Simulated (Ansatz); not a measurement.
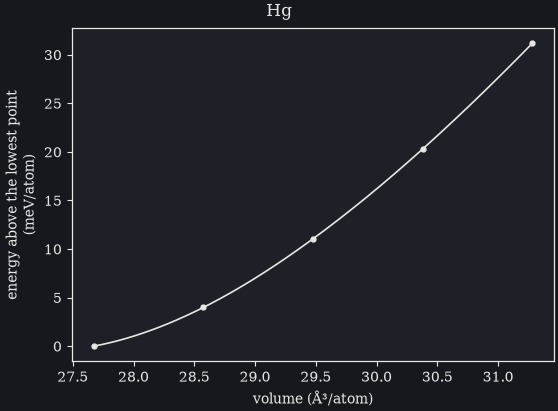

Plotted: energy above the lowest point against volume for Hg, space group Pm-3m (No. 221) (one of a set of cubic test structures, which need not be the stable phase).

Computed with Ansatz 0.2.0 development build: equation of state of a cubic crystal from periodic Kohn-Sham density functional theory without spin; pressure corrected for the finite basis. Level: r2SCAN, no spin-orbit coupling.

structure type simple cubic; atoms in cell 1; space group number 221; lattice centring simple cubic; k mesh 11×11×11; occupation method Fermi–Dirac; occupation width 0.1 eV; wave cutoff 700 eV; datasets hard PAW; density tolerance 1e−09 eV; bands 21; density cutoff ratio 4; search for lower states default; xc grid level 2.

From this curve and the settings, what does the calculation give for the pressure at the same points?

The pressure falls from −0.360 GPa at volume 27.67 Å³/atom to −2.047 GPa at 31.28 Å³/atom.

```tsv
volume (Å³/atom)	pressure (GPa)
27.67	-0.360
28.57	-1.016
29.48	-1.467
30.38	-1.801
31.28	-2.047
```

Limits of the calculation: cubic model structure, not the ambient form; modest k-mesh, values are not fully converged in k; pseudopotentials made with PBE, not this functional; the volumes run don't bracket the minimum of the energy, so any equilibrium value is extrapolated.
